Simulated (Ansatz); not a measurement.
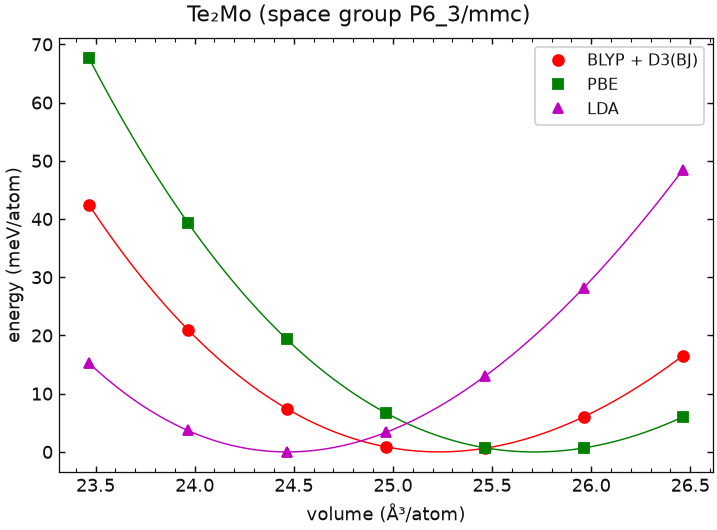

The figure shows the energy against volume, with one curve for each functional, for Te₂Mo (space group P6_3/mmc).

Calculation (Ansatz 0.2.0): plane-wave DFT, no spin polarisation; energies at scaled volumes of the given cell, shape and fractions fixed, counted from the fit's minimum, third-order Birch-Murnaghan fit. All runs: no spin polarisation.

k mesh 9×9×2; occupations Fermi–Dirac; smearing width 0.05 eV.

Settings that differ: BLYP + D3(BJ): density cutoff 1680 eV, wave cutoff 420 eV, potentials Ansatz PAW; PBE: density cutoff 4480 eV, wave cutoff 1120 eV, potentials PseudoDojo standard; LDA: density cutoff 9000 eV, wave cutoff 1800 eV, potentials JTH-PAW-LDA.

Order the curves by fitted equilibrium volume, smallest first.

LDA 24.467, BLYP + D3(BJ) 25.232, PBE 25.714 Å³/atom.

Order the curves by fitted bulk modulus, smallest first.

PBE 93.2, BLYP + D3(BJ) 96.3, LDA 110.5 GPa.

Keep in mind: the functional was run on potentials made for another functional (BLYP + D3(BJ)); shape and atomic fractions are frozen while scaling, which makes layered, chain and framework solids too stiff.
